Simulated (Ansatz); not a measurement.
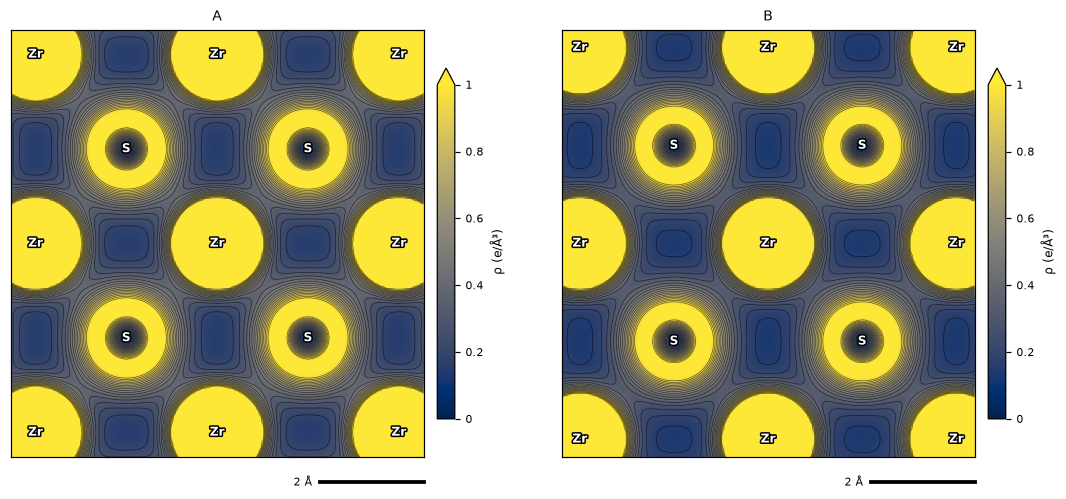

ZrS. The valence charge density (pseudo) of two cells that differ in size, on the (110) plane of each (indices in the axes of the calculation cell), at one length scale and on one colour scale: B has 18.2 Å³ an atom and A 16.3.

Method: Ansatz, DFT PBEsol, scalar-relativistic, plane waves, PAW.

In a PAW calculation such maps are meaningful between the atoms, not at the nuclei.

The larger cell:

```
CELL_PARAMETERS angstrom
-0.10532 2.57694 2.57694
2.57694 -0.10532 2.57694
2.57694 2.57694 -0.10532
ATOMIC_POSITIONS crystal
Zr 0.00000 0.00000 0.00000
S 0.50000 0.50000 0.50000
```

The smaller cell: a = 3.518 Å, b = 3.518 Å, c = 3.518 Å, α = 62.69°, β = 62.69°, γ = 62.69°.

### What does the compression do to the bonding and the properties?

From the larger cell to the smaller, Zr–S goes from 2.63 to 2.54 Å, and the density at its midpoint from 0.33 to 0.39 e/Å³; the pressure goes from −7 to 9 GPa.

PAW datasets: the set soft_1.
